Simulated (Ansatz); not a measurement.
Al$_{9}$O: single-point calculation

Al$_{9}$O (slab, 10 atoms in the cell), computed with DFT, PBE, plane waves, PAW, PAW set soft_1, no spin polarisation (Ansatz 0.2.0).

The structure derives from a Materials Project entry.

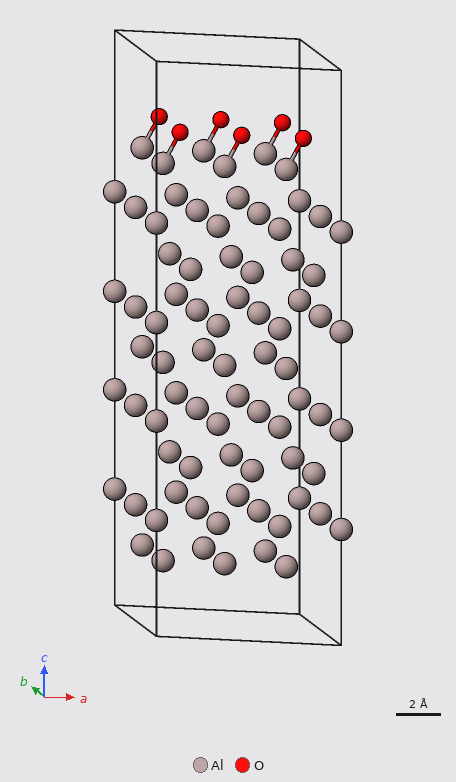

Figure 1. The structure as given in the input (ball-and-stick view of the 3 × 2 repeat of the cell, with the vacuum cut short, seen slightly off an axis). An atom can appear more than once, as a periodic image.

The input:
```yaml
crystal:
  lattice:
    - [2.8535431555, 0.0, 0.0]
    - [-1.4267715777, 2.4712408634, 0.0]
    - [0.0, 0.0, 34.2605579378]
  atoms:
    - { symbol: Al, position: [0.3333333333, 0.6666666667, 0.116752331] }
    - { symbol: Al, position: [0.0, 0.0, 0.1852090283] }
    - { symbol: Al, position: [0.6666666667, 0.3333333334, 0.2536657256] }
    - { symbol: Al, position: [0.0, 0.0, 0.3221224229] }
    - { symbol: Al, position: [0.3333333333, 0.6666666667, 0.3899858424] }
    - { symbol: Al, position: [0.0, 0.0, 0.457816857] }
    - { symbol: Al, position: [0.6666666667, 0.3333333334, 0.5268325032] }
    - { symbol: Al, position: [0.0, 0.0, 0.5950901729] }
    - { symbol: Al, position: [0.3333333333, 0.6666666667, 0.6643370484] }
    - { symbol: O, position: [0.6666666667, 0.8333333334, 0.70502629] }
basis:
  ecutwfc: "18.4 Ry"
kpoints:
  mp_grid: { grid: [9, 9, 1] }
hamiltonian:
  xc: pbe
  pseudopotentials: { kind: paw, azcp: { folder: soft_1 } }
scf:
  occupations: { method: gaussian, width: 0.1 }
output:
  forces: true
  eigenvalues: true
efield:
  axis: 3
  dipole_correction: true
  ramp_width: 0.04
```

Run on 1 thread of Intel Xeon (Sapphire Rapids), 16 GiB of memory available, shared host.

Launch command:
```bash
ansatz run input.yaml --threads 1 --pin off --max-ram 3072MiB --backend cpu --events-out ev --progress --plain --runs-dir out
```

What the program printed:
```
Warning: basis.ecutwfc = 250.34475346308957 eV is below the records' recommended 420 eV, and the density's cutoff is lower with it unless basis.ecutrho_ratio is high enough to keep the records' density cutoff: compare with a run at a higher cutoff
Engine: ansatz 0.2.0, x86_64-unknown-linux-gnu
Pseudopotentials: kind: paw
Pseudopotential: Al, paw, valence charge 3, recommended cutoff 420 eV (normal), [file]
Pseudopotential: O, paw, valence charge 6, recommended cutoff 420 eV (normal), [file]
Functional definition: PBE
  parameter kappa = 0.804
  parameter beta = 0.06672455060314922
  exchange = pbe_x(kappa = kappa, mu = beta*pi^2/3)
  correlation = pbe_c(beta = beta)
Crystal: 10 atoms, lattice volume = 241.598 Å³
Basis set: ecut = 250.34475346308957 eV, 2213 PW (Γ), exchange–correlation on 30×30×360 points (8 copies of the dense FFT grid, shifted against one another)
Bands: 27, of which v1, the nominal top of the filled ones, is band 17 counted from 1 (16 counted from 0)
Symmetry: 2 space group operations
Space group: Cm (ITA 8), of the structure as read, at distance tolerance 6.2e-5 Å
k-points: 25 of 81 (time reversal used)
Non-local potential: Al, projectors of the file, l = 0: 2, l = 1: 2, l = 2: 1
Non-local potential: O, projectors of the file, l = 0: 2, l = 1: 2, l = 2: 1
PAW form: soft (Blöchl's): semilocal exchange-correlation on the pseudo side does not see the compensation charge
PAW one-centre angular grid: Al, 110 points (default); XC on 64 Gauss nodes
PAW one-centre angular grid: O, 110 points (default); XC on 64 Gauss nodes
Initial density: superposition of atomic densities (neutral atoms: chi_scale 0, normalization atom)
Initial wavefunctions: pseudopotential atomic-orbital guess
Functional: x = pbe(κ = 0.804, μ = 0.2195149727645171), c = pbe(β = 0.06672455060314922)
SCF iter   1: F=—  HF=-5404.237706 eV  |F-HF|=—  |Δ(HF+E_count)|=         —  Δρ=5.50e-2  dr2=4.46e1  ethr=3.10e-3  p=0.000 e·Å  D=1.08e-6 V/Å  ΔV_dip=-0.00 eV  dr2_dipole=6.08e1  V_vac-E_F(+/−)=6.98/6.98 eV  ⟨swp⟩=9.8  Hψ=4485  notcnv=0  defer=3
efield: sawtooth ramp at fractional position 0.8909 (placed from the atoms, in the widest stretch of the axis that holds none; the zero of the levels goes with the place), width 0.0400; the density the first Hamiltonian is built on has a dipole p = 0.000 e·Å; the dipole correction subtracts the counter field D = 1.08e-6 V/Å, which shifts the + side's vacuum level by -0.00 eV against the − side's; the planar-averaged density in the ramp window peaks in size at 4.8e-6 e/Å³
preconditioner: auto → LDOS  [metal: Δε(μ)=0.019 eV  Ē_g=7.611 eV  σ=0.100 eV  W_gap=0.11  n_scr=20 (ndim 8)  ℏωp=13.3 eV  f_vac=0.296  D(μ)=4.17/eV (n_scr^D=18)  β→1.0]
SCF iter   2: F=—  HF=-5416.712028 eV  |F-HF|=—  |Δ(HF+E_count)|=    1.25e1  Δρ=1.88e-1  dr2=1.11e3  ethr=3.10e-3  p=-0.430 e·Å  D=-3.22e-1 V/Å  ΔV_dip=11.04 eV  dr2_dipole=1.08e3  V_vac-E_F(+/−)=12.98/1.93 eV  ⟨swp⟩=5.4  Hψ=2369  notcnv=0  defer=120  recentre
SCF iter   3: F=—  HF=-5402.998075 eV  |F-HF|=—  |Δ(HF+E_count)|=    1.37e1  Δρ=4.24e-2  dr2=3.29e1  ethr=3.10e-3  p=-0.023 e·Å  D=-1.73e-2 V/Å  ΔV_dip=0.59 eV  dr2_dipole=4.52e1  V_vac-E_F(+/−)=7.02/6.42 eV  ⟨swp⟩=3.3  Hψ=1979  notcnv=0  defer=97
SCF iter   4: F=—  HF=-5401.060243 eV  |F-HF|=—  |Δ(HF+E_count)|=    1.94e0  Δρ=1.82e-2  dr2=9.75e0  ethr=3.10e-3  p=-0.154 e·Å  D=-1.16e-1 V/Å  ΔV_dip=3.96 eV  dr2_dipole=1.13e1  V_vac-E_F(+/−)=8.63/4.67 eV  ⟨swp⟩=3.0  Hψ=1372  notcnv=0  defer=96
SCF iter   5: F=—  HF=-5400.720922 eV  |F-HF|=—  |Δ(HF+E_count)|=   3.39e-1  Δρ=5.59e-3  dr2=8.89e-1  ethr=3.10e-3  p=-0.194 e·Å  D=-1.45e-1 V/Å  ΔV_dip=4.97 eV  dr2_dipole=7.29e-1  V_vac-E_F(+/−)=9.08/4.11 eV  ⟨swp⟩=1.3  Hψ=866  notcnv=0  defer=96
SCF iter   6: F=—  HF=-5400.717865 eV  |F-HF|=—  |Δ(HF+E_count)|=   3.06e-3  Δρ=9.06e-3  dr2=2.36e0  ethr=2.69e-3  p=-0.217 e·Å  D=-1.62e-1 V/Å  ΔV_dip=5.56 eV  dr2_dipole=2.63e0  V_vac-E_F(+/−)=9.58/4.02 eV  ⟨swp⟩=1.2  Hψ=794  notcnv=0  defer=96  recentre
SCF iter   7: F=—  HF=-5400.719149 eV  |F-HF|=—  |Δ(HF+E_count)|=   1.28e-3  Δρ=8.43e-3  dr2=5.45e-1  ethr=2.69e-3  p=-0.215 e·Å  D=-1.61e-1 V/Å  ΔV_dip=5.52 eV  dr2_dipole=5.72e-1  V_vac-E_F(+/−)=9.52/3.99 eV  ⟨swp⟩=1.0  Hψ=652  notcnv=0  defer=96
SCF iter   8: F=—  HF=-5400.703072 eV  |F-HF|=—  |Δ(HF+E_count)|=   1.61e-2  Δρ=3.12e-3  dr2=1.28e-1  ethr=1.65e-3  p=-0.212 e·Å  D=-1.59e-1 V/Å  ΔV_dip=5.43 eV  dr2_dipole=1.23e-1  V_vac-E_F(+/−)=9.48/4.05 eV  ⟨swp⟩=1.4  Hψ=835  notcnv=0  defer=100
SCF iter   9: F=—  HF=-5400.701095 eV  |F-HF|=—  |Δ(HF+E_count)|=   1.98e-3  Δρ=2.51e-3  dr2=8.25e-2  ethr=3.89e-4  p=-0.206 e·Å  D=-1.55e-1 V/Å  ΔV_dip=5.30 eV  dr2_dipole=9.18e-2  V_vac-E_F(+/−)=9.38/4.08 eV  ⟨swp⟩=1.5  Hψ=702  notcnv=0  defer=103
SCF iter  10: F=—  HF=-5400.700440 eV  |F-HF|=—  |Δ(HF+E_count)|=   6.55e-4  Δρ=1.32e-3  dr2=1.56e-2  ethr=2.50e-4  p=-0.208 e·Å  D=-1.56e-1 V/Å  ΔV_dip=5.34 eV  dr2_dipole=1.63e-2  V_vac-E_F(+/−)=9.42/4.08 eV  ⟨swp⟩=1.0  Hψ=605  notcnv=0  defer=103
SCF iter  11: F=—  HF=-5400.700009 eV  |F-HF|=—  |Δ(HF+E_count)|=   4.31e-4  Δρ=3.27e-4  dr2=4.80e-4  ethr=4.74e-5  p=-0.210 e·Å  D=-1.57e-1 V/Å  ΔV_dip=5.38 eV  dr2_dipole=3.67e-4  V_vac-E_F(+/−)=9.45/4.07 eV  ⟨swp⟩=1.0  Hψ=573  notcnv=0  defer=103
SCF iter  12: F=—  HF=-5400.700025 eV  |F-HF|=—  |Δ(HF+E_count)|=   1.63e-5  Δρ=2.05e-4  dr2=1.14e-4  ethr=1.46e-6  p=-0.211 e·Å  D=-1.58e-1 V/Å  ΔV_dip=5.41 eV  dr2_dipole=3.24e-5  V_vac-E_F(+/−)=9.48/4.06 eV  ⟨swp⟩=2.2  Hψ=972  notcnv=0  defer=103
SCF iter  13: F=—  HF=-5400.700003 eV  |F-HF|=—  |Δ(HF+E_count)|=   2.22e-5  Δρ=3.49e-5  dr2=2.99e-5  ethr=3.47e-7  p=-0.211 e·Å  D=-1.58e-1 V/Å  ΔV_dip=5.41 eV  dr2_dipole=3.42e-5  V_vac-E_F(+/−)=9.47/4.07 eV  ⟨swp⟩=2.1  Hψ=941  notcnv=0  defer=103
SCF iter  14: F=—  HF=-5400.699229 eV  |F-HF|=—  |Δ(HF+E_count)|=   7.74e-4  Δρ=2.50e-5  dr2=2.95e-6  ethr=9.06e-8  p=-0.211 e·Å  D=-1.58e-1 V/Å  ΔV_dip=5.41 eV  dr2_dipole=1.45e-6  V_vac-E_F(+/−)=9.48/4.07 eV  ⟨swp⟩=2.5  Hψ=1019  notcnv=0  defer=103
SCF iter  15: F=—  HF=-5400.699229 eV  |F-HF|=—  |Δ(HF+E_count)|=   4.28e-7  Δρ=9.08e-6  dr2=3.23e-7  ethr=8.94e-9  p=-0.211 e·Å  D=-1.58e-1 V/Å  ΔV_dip=5.41 eV  dr2_dipole=5.47e-8  V_vac-E_F(+/−)=9.47/4.07 eV  ⟨swp⟩=2.2  Hψ=965  notcnv=0  defer=103
SCF iter  16: F=-5400.699229 eV  HF=-5400.699229 eV  |F-HF|=3.84e-8  |Δ(HF+E_count)|=   1.68e-9  Δρ=3.83e-6  dr2=4.62e-8  ethr=3.03e-10  p=-0.211 e·Å  D=-1.58e-1 V/Å  ΔV_dip=5.41 eV  dr2_dipole=3.22e-9  V_vac-E_F(+/−)=9.47/4.07 eV  ⟨swp⟩=20.7  Hψ=5124  notcnv=0
SCF 1 converged in 16 iterations: F = -5400.699229 eV  dr2 = 4.62e-8
  greatest PAW one-centre occupation: 0.899 electrons in one spin orbital (limit 2), on the O atom at site 9 (counted from 0), in its partial waves of l = 0
```

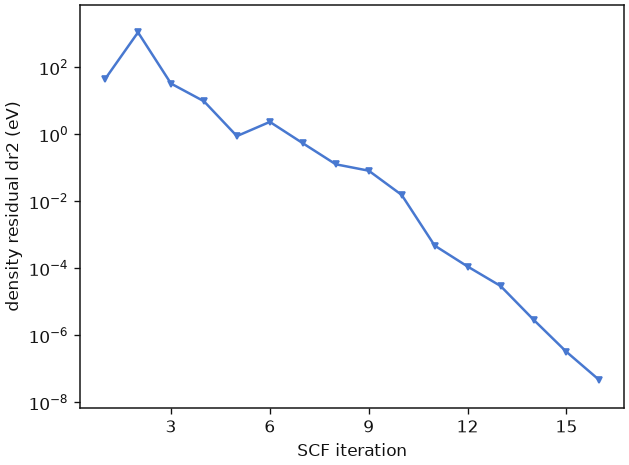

Figure 2. Convergence of the self-consistent field: density residual dr2 against the SCF iteration. The residual falls unevenly and jumps up by a factor of two or more 2 times on the way down.

```
SCF converged after 16 iterations
Free energy (F): -5400.699229 eV
Harris-Foulkes:  -5400.699229 eV  (|F-HF|=3.84e-8)
Internal energy: -5400.668234 eV  (E = F + TS)
E sigma→0 (E₀):  -5400.683731 eV
Entropy (-TS):   -0.030994 eV (-3.099 meV/atom)
Fermi energy:    2.516384 eV
Dipole field:    D = -0.157773 V/Å  (p = -0.210651 e·Å, saw-weighted, corrected)
Work function:   Φ+ = 9.4732 eV   Φ− = 4.0680 eV
Levels:          The Fermi level and band energies are counted from a zero that moves with the ramp; work functions are not
--- Per-component energies (eV) ---
  E_band       = -72.371288
  E_kinetic    = 373.721281
  E_local      = -8135.872072  (includes V_loc(G=0)·N_el)
  E_nonlocal   = 137.440767
  E_hartree    = 3985.260111
  E_xc         = -410.762468
  E_vxc        = -353.661906  (∫ρ·V_xc dr)
  E_paw        = -4384.321841  (= ΣΔE_a)
  E_vpaw       = -71.086981  (= ΣTr[D̂ρ^β])
  E_aug_tail   = 0.003712  (compensation charges beyond the density's cutoff)
  E_efield     = 0.016618  (sawtooth field / dipole correction)
  E_vefield    = 6.553458  (∫n·V_field dr)
  E_ewald      = 3033.845659
  E_smearing   = -0.030994  (= −TS)
  E_closure    = 0.000000  (closes the sum)
  Σ components = -5400.699229   (vs F -5400.699229, Δ=0.00e0)
--- Forces (eV/Å), atoms counted from 1 ---
  atom   1  Al    -0.00078827    -0.00045511    -0.11666335
  atom   2  Al    -0.00137570    -0.00079426     0.03959786
  atom   3  Al     0.00259545     0.00149848    -0.03389712
  atom   4  Al    -0.00647251    -0.00373691     0.01054299
  atom   5  Al     0.00989597     0.00571344     0.01440776
  atom   6  Al    -0.00777291    -0.00448769     0.15870463
  atom   7  Al    -0.00529387    -0.00305642    -0.22243263
  atom   8  Al     0.08143137     0.04701442     0.24345375
  atom   9  Al    -2.75166115    -1.58867231    -0.19438710
  atom  10  O      2.67939568     1.54694982     0.10065414
  max |Σ_I F_I| component: 4.59e-5 eV/Å
--- Band table (eV; the first three rows and the last of 25) ---
  k-point 0: bands = ["-14.9395", "-8.5590", "-8.2840", "-7.9054", "-7.3106", "-6.5728", "-5.7366", "-4.7385", "-3.6284", "-2.3859", "-1.1699", "0.1059", "1.2954", "2.3501", "2.7405", "2.8620", "4.1753", "5.5715", "6.6212", "7.6921", "8.8375", "10.0241", "11.1963", "11.9173", "12.5053", "13.3032", "13.3038"]
  k-point 1: bands = ["-14.8476", "-8.2599", "-7.9857", "-7.6084", "-7.0151", "-6.2803", "-5.4477", "-4.4536", "-3.3488", "-2.1114", "-0.9221", "0.3299", "1.4485", "2.0869", "2.5154", "3.0671", "4.4607", "5.8515", "6.9057", "7.9531", "9.0496", "9.6932", "9.7844", "10.1477", "10.4688", "10.7340", "11.3203"]
  k-point 2: bands = ["-14.6018", "-7.3656", "-7.0938", "-6.7204", "-6.1322", "-5.4062", "-4.5858", "-3.6066", "-2.5243", "-1.3128", "-0.2097", "0.8760", "1.0872", "2.1771", "2.4468", "3.7099", "5.0966", "5.4832", "5.9163", "6.1911", "6.7211", "6.8500", "7.3791", "7.8340", "8.1407", "8.8966", "9.0050"]
  k-point 24: bands = ["-14.0273", "-2.4633", "-2.3588", "-2.2265", "-2.1250", "-1.9400", "-1.7963", "-1.5488", "-1.3174", "-1.0917", "-0.4723", "-0.2423", "0.0513", "0.4339", "0.6520", "1.5947", "1.6411", "1.8020", "2.5693", "2.7483", "3.7517", "3.9094", "4.8257", "5.0883", "5.3458", "5.6803", "5.9989"]
```

Key numbers:

| quantity | value |
| --- | --- |
| outcome | converged |
| electrons treated | 33 |
| free energy | −5400.6992 eV |
| Fermi energy | 2.516 eV |
| gap on the k-point mesh | none (metallic) |
| largest force (length of the vector) | 3.183 eV/Å |
| wall time | 7.2 s |
| peak memory | 0.37 GiB |

Settings chosen away from the usual ones: basis.ecutwfc set to 18.4 Ry (from 420). These settings are looser than, or depart from, a standard set-up, so the numbers are not reference values for this system. The program warns: the cutoff is below the recommended one. The cell holds an odd number of electrons but the run has no spin polarisation, so a band is left half filled.
